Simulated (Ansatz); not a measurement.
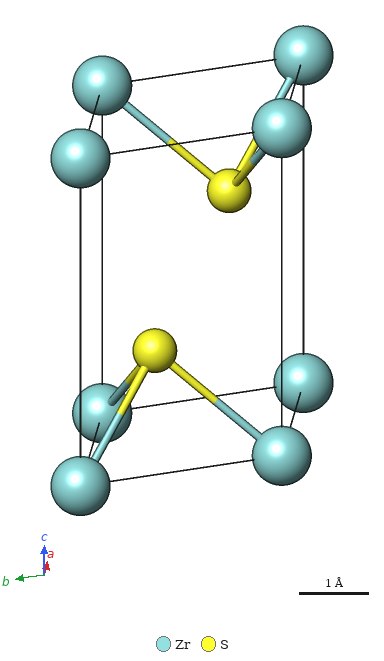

Phonons of solid ZrS₂ relaxed at 40 GPa, at the zone centre. A ball-and-stick model of the cell of the calculation, seen from a free direction.

These are results of DFT PBE, scalar-relativistic, plane waves, PAW in Ansatz 0.2.0, not measurements. (plane-wave cutoff 420 eV; k-point mesh 12 × 12 × 8; occupations fermi dirac; smearing width 0.15 eV; target pressure 40 GPa; no spin polarisation)

The frequencies depend somewhat on the k-mesh and the smearing.

Question: List the optical modes.

Answer: The calculation's cell holds 3 atoms, so there are 6 optical modes, in 4 levels. The optical modes span E_u + E_g + A₂u + A₁g. No level is unstable.

| level | symmetry | frequency (cm⁻¹) | activity |
| --- | --- | --- | --- |
| 1 | E_u | 236 | infrared-active |
| 2 | E_g | 271 | Raman-active |
| 3 | A₂u | 436 | infrared-active |
| 4 | A₁g | 440 | Raman-active |

The crystal is a metal, so free carriers screen the infrared response.

The modes drawn as arrows (one member of each degenerate set):

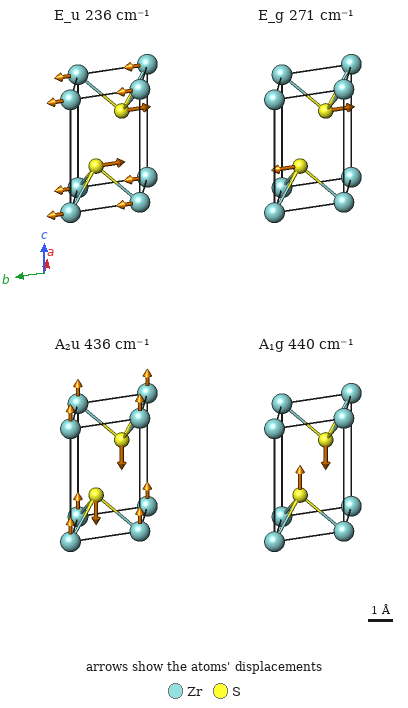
